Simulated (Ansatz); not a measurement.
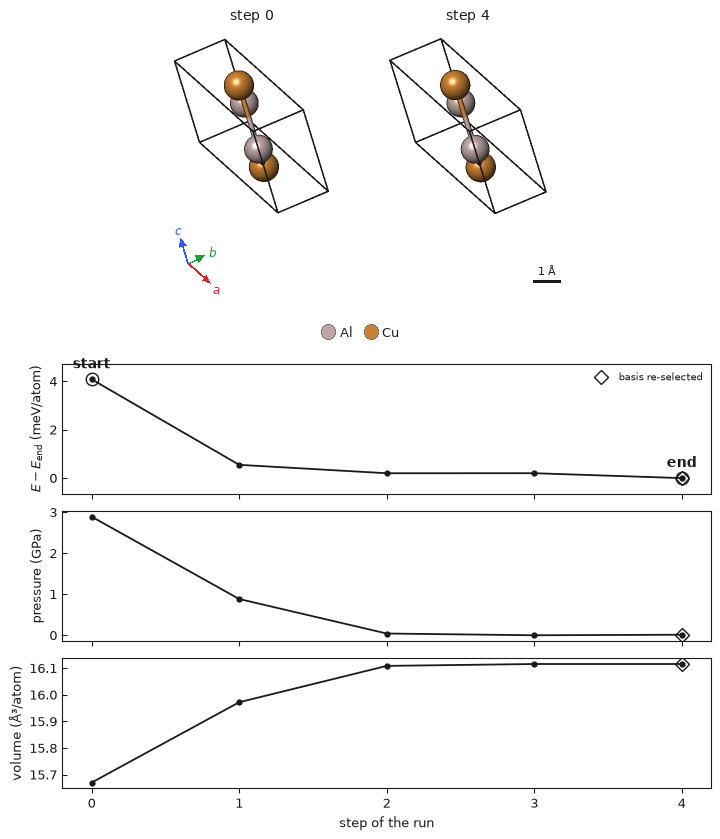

First and last geometry of a relaxation of solid Al$_{2}$Cu (set up in I4/mmm), with the history of the run. Style: ball-and-stick. Shown: the cell of the calculation, slightly off an axis.

Computed with DFT PBE, scalar-relativistic, plane waves, PAW (Ansatz 0.2.0). Set-up: plane-wave cutoff 420 eV; k-point mesh 14 × 14 × 14; occupations gaussian; smearing width 0.1 eV; no spin polarisation; cell and atoms relaxed; force threshold 0.005 eV/Å; at most 80 steps.

**What do the curves and the structures tell?**

It converged. No atom moves by more than 0.005 Å relative to the cell. The volume changes by +2.8 %, with a = b = c 4.046 → 4.089 Å (+1.1 %), α 119.8° → 120.0°, β 119.8° → 120.0°, γ 90.4° → 90.0°. Near-neighbour distances that change, for instance: Al–Cu 2.481 → 2.504 Å. Within 0.06 Å the space group is Fm-3m at the start and Fm-3m at the end; at a tighter tolerance small leftover displacements or strains of the cell lower it. The energy falls by 4.1 meV per atom in 3 accepted moves (4 points after the start). All forces vanish by symmetry, so only the cell relaxes. Pressure: 2.89 GPa at the start and 0.01 GPa at the end. The SCF was repeated once at an unchanged geometry on a basis and grid sized afresh for the cell, which shifted the energy by 0.2 meV per atom at most. Cost: 30 s on 4 threads of Intel(R) Xeon(R) Processor @ 2.50GHz (Skylake/Cascade Lake), with other jobs on the host, peak memory 0.53 GiB.

```tsv
step	E − E(0), meV/atom	pressure, GPa	volume, Å³/atom	note
0	0.00	2.89	15.671	
1	-3.53	0.88	15.972	
2	-3.88	0.04	16.109	
3	-3.88	0.00	16.116	
4	-4.08	0.01	16.116	same geometry, new basis
```
